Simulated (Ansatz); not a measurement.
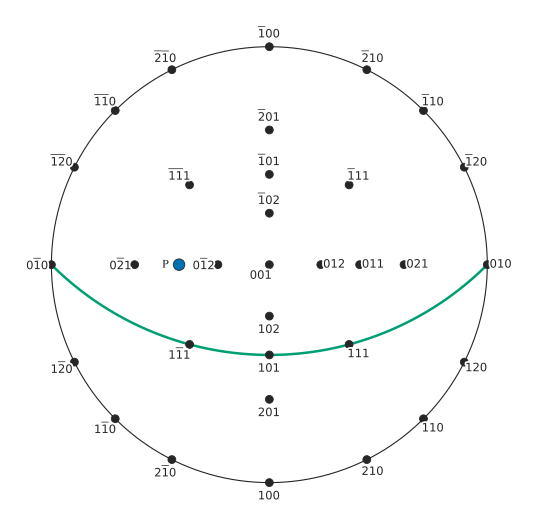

Stereographic projection of plane normals (upper hemisphere) centred on (0 0 1). Crystal: W, coordinates from a relaxation with DFT, RPBE, plane waves (420 eV) with PAW, scalar-relativistic in Ansatz; the starting structure was generated, so it need not be a known form of this composition. Symmetry computed with spglib at a tolerance of 0.002 Å; standard conventional cell.

a = 4.055 Å, b = 4.055 Å, c = 4.055 Å, α = 90.00°, β = 90.00°, γ = 90.00°.

Q: Index the pole marked P.

A: P is (0 −1 1), 45.0° from the centre.

Q: Which zone does the coloured great circle trace?

A: The zone [1 0 −1]: its poles satisfy h − l = 0.

Q: What is the angle between the normals of (2 0 1) and (−1 −1 1), and what are their d_hkl = 1/|g|?

A: 105.0°; d = 1.814 Å and 2.341 Å.
